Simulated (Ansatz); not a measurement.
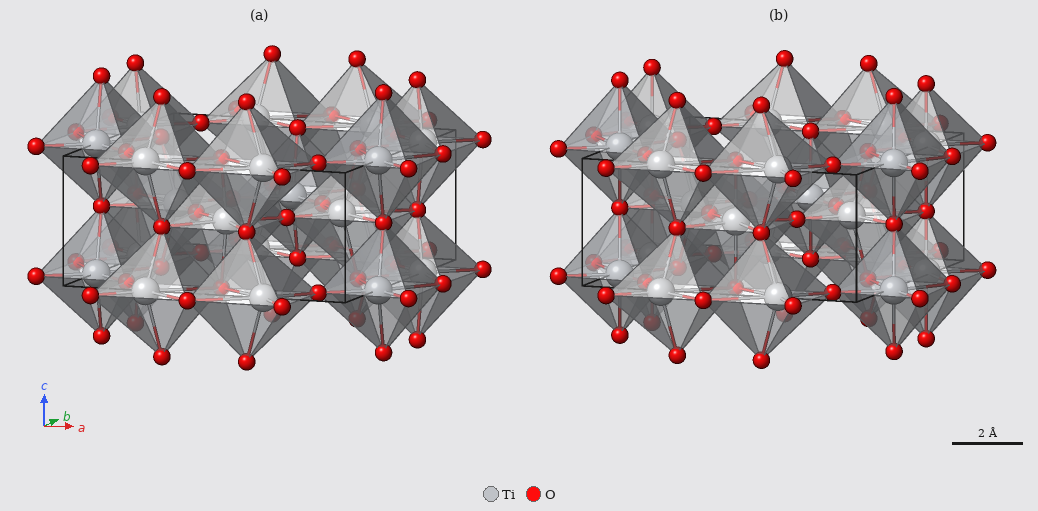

The structure of solid TiO2 (set up in I4/m) before (left) and after (right) a relaxation, at one scale.

The picture is a polyhedral view of the conventional cell (2 times the calculation's cell), seen slightly off an axis. Lengths and directions refer to the drawn axes.

The run lets cell and atoms move.

All numbers below come from Kohn-Sham DFT of a periodic cell, PBE, Ansatz PAW in Ansatz 0.2.0.

Input
```yaml
crystal:
  lattice:
    - [-4.3507577183, 4.3507577183, 1.8875555959]
    - [4.3507577183, -4.3507577183, 1.8875555959]
    - [4.3507577183, 4.3507577183, -1.8875555959]
  atoms:
    - { symbol: Ti, position: [0.292281705, 0.997144755, 0.28942646] }
    - { symbol: Ti, position: [0.002855245, 0.292281705, 0.29513695] }
    - { symbol: Ti, position: [0.997144755, 0.707718295, 0.70486305] }
    - { symbol: Ti, position: [0.707718295, 0.002855245, 0.71057354] }
    - { symbol: O, position: [0.498863825, 0.849215285, 0.34807911] }
    - { symbol: O, position: [0.16166202, 0.1596026, 0.32126462] }
    - { symbol: O, position: [0.150784715, 0.498863825, 0.64964854] }
    - { symbol: O, position: [0.1596026, 0.83833798, 0.99794058] }
    - { symbol: O, position: [0.8403974, 0.16166202, 0.00205942] }
    - { symbol: O, position: [0.849215285, 0.501136175, 0.35035146] }
    - { symbol: O, position: [0.83833798, 0.8403974, 0.67873538] }
    - { symbol: O, position: [0.501136175, 0.150784715, 0.65192089] }
hamiltonian:
  xc: pbe
  pseudopotentials: { kind: paw }
kpoints:
  mp_grid: { grid: [6, 6, 6] }
scf:
  occupations: { method: fermi_dirac, width: 0.05 }
output:
  forces: true
  stress: true
  eigenvalues: true
  write_density: true
  write_potential: true
  elf: true
  volumetric_format: npy
relax:
  f_tol: 0.01
  max_steps: 40
  cell: { stress_tol: 0.05, p_target: 20.0 }
```

Command:
```bash
ansatz run input.yaml --threads 4 --pin off --max-ram 11264MiB --backend cpu --events-out ev --progress --plain --runs-dir out
```

Summarise the run.

Answer. Over 11 accepted moves (15 points after the start) the energy rises by 61.1 meV per atom. With the target pressure of 20 GPa, the enthalpy E + pV changes by −47.2 meV per atom. The largest force component goes from 0.19 to 0.004 eV/Å. Pressure: 3.20 GPa at the start and 20.00 GPa at the end. The line search rejected the trial steps at points 8, 11 of the run. At 2 points the geometry stayed and the basis and grid were re-selected for the new cell (energy shift of 2.4 meV per atom at most each time). The largest moves relative to the cell, 0.15 Å, are those of Ti atoms. Largest moves by element: Ti 0.15 Å, O 0.09 Å. The drawn cell changes as follows: a = b 8.702 → 8.460 Å (−2.8 %), c 3.775 → 3.703 Å (−1.9 %); the volume changes by −7.3 %. Among the contacts that change: O–Ti 2.211 → 2.078 Å, Ti–Ti 3.178 → 3.092 Å, O–Ti 1.801 → 1.740 Å, O–Ti 1.952 → 1.912 Å. Among the angles between lasting bonds that change: O–Ti–O 92.5° → 84.8°, O–Ti–O 166.2° → 173.4°, O–Ti–O 164.4° → 157.6°. The space group stays I4/m (No. 87).
